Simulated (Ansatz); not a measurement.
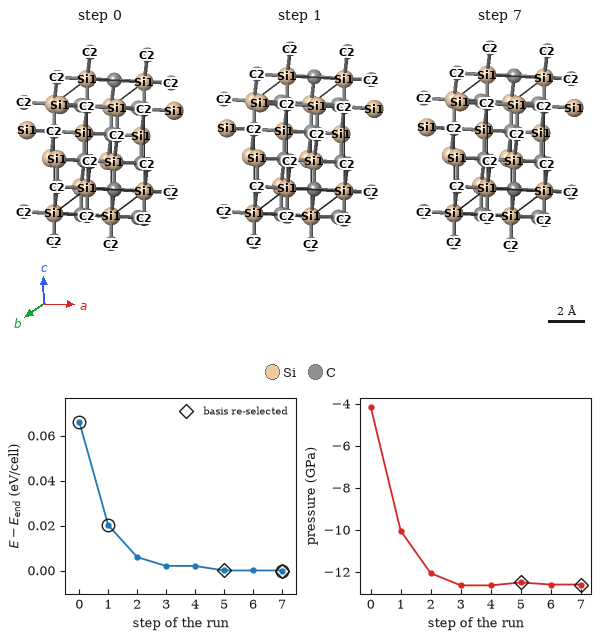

Frames of a relaxation of a crystal of SiC (set up in R3m), marked on the history of the run. The picture is a ball-and-stick view of the conventional cell (3 times the calculation's cell), seen from a free direction. Lengths and directions refer to the drawn axes.

Case: film's bulk on the substrate's plane, third vector and atoms relaxed.

Method: DFT PBEsol, scalar-relativistic, plane waves, PAW in Ansatz 0.2.0.

Input
```yaml
crystal:
  lattice:
    - [3.1962448315, 0.0, 0.0]
    - [-1.5981224157, 2.7680292208, 0.0]
    - [1.5981224157, -0.9226764069, 2.4065246183]
  atoms:
    - { symbol: Si, position: [0.0, 0.0, 0.0] }
    - { symbol: C, position: [0.75, 0.25, 0.75] }
basis:
  ecutwfc: 420
kpoints:
  mp_grid: { grid: [9, 9, 11] }
hamiltonian:
  xc: pbesol
scf:
  occupations: { method: gaussian, width: 0.02 }
output:
  forces: true
  stress: true
  eigenvalues: true
relax:
  adjacent_minimum: "off"
  f_tol: 0.01
  max_steps: 50
  cell: { fix: [a, b, gamma], stress_tol: 0.1 }
```

Command:
```bash
ansatz run input.yaml --threads 2 --pin off --max-ram 6144MiB --backend cpu --events-out ev --progress --plain --runs-dir out
```

What happens along the run?

Answer. The energy falls by 66.3 meV per cell of the calculation in 5 accepted moves (7 points after the start). Largest force component: 1 eV/Å at the start, under 0.0001 eV/Å at the end. Pressure: −4.14 GPa at the start and −12.60 GPa at the end. At 2 points the geometry stayed and the basis and grid were re-selected for the new cell (energy shift of 2.0 meV per cell of the calculation at most each time). The largest moves relative to the cell, 0.009 Å, are those of Si1 and C2. C2 goes along −c. By element the largest moves are C 0.009 Å, Si 0.009 Å. The drawn cell changes as follows: a = b unchanged at 3.196 Å, c 7.220 → 7.489 Å (+3.7 %); the volume changes by +3.7 %. Some distances before and after: Si1–C2 1.805 → 1.891 Å. The space group stays R3m (No. 160). From step 0 to 1: volume +2.7 %, energy −46.0 meV per cell of the calculation. From step 1 to 7: Si and C atoms move most (0.02 Å), volume +1.0 %, energy −20.2 meV per cell of the calculation.

```
step  E − E(0), meV/atom  largest force component, eV/Å  pressure, GPa  volume, Å³/atom                      note
   0                0.00                         1.0031          -4.14           10.646                          
   1              -23.01                         0.8144         -10.04           10.934                          
   2              -30.15                         0.3911         -12.06           11.022                          
   3              -32.11                         0.0142         -12.64           11.037                          
   4              -32.12                         0.0000         -12.64           11.037                          
   5              -33.13                         0.0011         -12.50           11.037  same geometry, new basis
   6              -33.12                         0.0001         -12.60           11.043                          
   7              -33.13                         0.0000         -12.60           11.043  same geometry, new basis
```
